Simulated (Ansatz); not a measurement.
Input file:

```
crystal:
  lattice:
    - [0.0, 5.43, 5.43]
    - [5.43, 0.0, 5.43]
    - [5.43, 5.43, 0.0]
  atoms:
    - { symbol: Si, position: [0.0, 0.0, 0.0] }
    - { symbol: Si, position: [0.125, 0.125, 0.125] }
    - { symbol: Si, position: [0.0, 0.0, 0.5] }
    - { symbol: Si, position: [0.125, 0.125, 0.625] }
    - { symbol: Si, position: [0.0, 0.5, 0.0] }
    - { symbol: Si, position: [0.125, 0.625, 0.125] }
    - { symbol: Si, position: [0.0, 0.5, 0.5] }
    - { symbol: Si, position: [0.125, 0.625, 0.625] }
    - { symbol: Si, position: [0.5, 0.0, 0.0] }
    - { symbol: Si, position: [0.625, 0.125, 0.125] }
    - { symbol: Si, position: [0.5, 0.0, 0.5] }
    - { symbol: Si, position: [0.625, 0.125, 0.625] }
    - { symbol: Si, position: [0.5, 0.5, 0.0] }
    - { symbol: Si, position: [0.625, 0.625, 0.125] }
    - { symbol: Si, position: [0.5, 0.5, 0.5] }
    - { symbol: Si, position: [0.625, 0.625, 0.625] }
    - { symbol: C, position: [0.75077978, 0.74554471, 0.74531404], spin: 1.0 }
magnetization:
  spin_polarized: true
basis:
  ecutwfc: 420.0
kpoints:
  mp_grid: { grid: [2, 2, 2] }
hamiltonian:
  xc: pbe
  dispersion: d3bj
scf:
  occupations: { method: gaussian, width: 0.02 }
  lower_state_search: "off"
relax:
  f_tol: 0.03
  max_steps: 60
  adjacent_minimum: "off"
output:
  write_density: true
  write_potential: true
  elf: true
  volumetric_format: npy
```

Launched as:

```sh
ansatz run input.yaml --threads 2 --pin off --max-ram 5120MiB --backend cpu --events-out ev --progress --plain --runs-dir out
```

The fields are those of the run's last geometry, not of the input's.

The SCF solution may not be the lowest one; the program warned that a starting moment wasn't kept; spin-polarised.

All numbers below come from Ansatz 0.2.0, DFT PBE-D3(BJ), scalar-relativistic, plane waves, PAW.

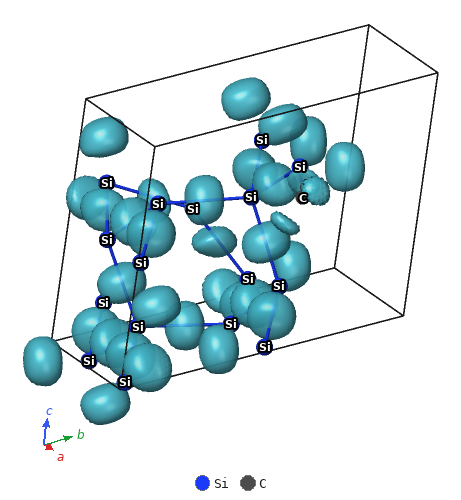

Si₁₆C (cell with a defect). Isosurface of the ELF at 0.85 (cyan), seen slightly off an axis. Only the valence region is drawn (cores and ρ < 0.01 e/Å³ removed). Sticks mark near contacts.

In a PAW calculation such maps are meaningful between the atoms, not at the nuclei.

Question: What do the ELF domains correspond to?

Answer: At this value the surface marks out three regions between bonded C–Si atoms (shared pairs) and 30 regions between bonded Si–Si atoms (shared pairs), counted in one cell of 17 atoms. Regions shared between cells count once. Along the contacts the grid gives the following. Si–C (1.76 Å): the ELF peaks at about 0.90 between the atoms; localised, covalent bonding. Si–Si (2.28 Å): the ELF peaks at about 0.95 between the atoms; localised, covalent bonding.
